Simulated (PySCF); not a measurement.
C$_{3}$H$_{8}$S

The calculation's input:

```
{"job": {"xc": "PBE0", "basis": "pcSseg-1", "solvent": "chloroform", "kind": "nmr", "pop": true}, "charge": 0, "multiplicity": 1}
C     -1.627910     0.197648     0.073486
C     -0.223742    -0.221505    -0.334092
C      0.823330     0.157754     0.700469
S      2.511851    -0.386049     0.301825
H     -2.365647    -0.074883    -0.696059
H     -1.695017     1.286771     0.226770
H     -1.934548    -0.287479     1.014029
H      0.040782     0.244136    -1.299512
H     -0.178201    -1.310040    -0.502318
H      0.821287     1.243575     0.888497
H      0.603477    -0.325965     1.666246
H      2.648644     0.349129    -0.823020
```

Launched as:

```sh
OMP_NUM_THREADS=1 python ens_run.py task.json out
```

Geometry: PBE0-D3(BJ)/def2-SVP.

All numbers below come from PySCF 2.14.0, PBE0/pcSseg-1, SCF density, in a chloroform solvent model, non-relativistic.

> What will maps of the electron density and electron localisation function show?

C–C (1.52 Å): ρ is about 1.7 e/Å³ halfway; the ELF peaks at about 0.95 between the atoms, as expected for a shared electron pair.
C–S (1.82 Å): ρ at the midpoint is about 1.2 e/Å³; the ELF peaks at about 0.90 between the atoms, as expected for a covalent bond.
C–H (1.10 Å): ρ is about 1.9 e/Å³ halfway; the ELF climbs to about 1 towards the hydrogen, as it does in any bond to H (a covalent bond by its length).

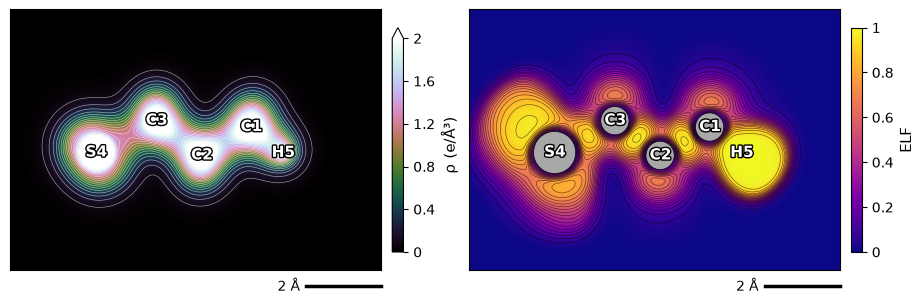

Computed electron density and electron localisation function on the plane of atoms C1, C2 and C3, in this order. Grey discs cover the atomic cores in the ELF map. 
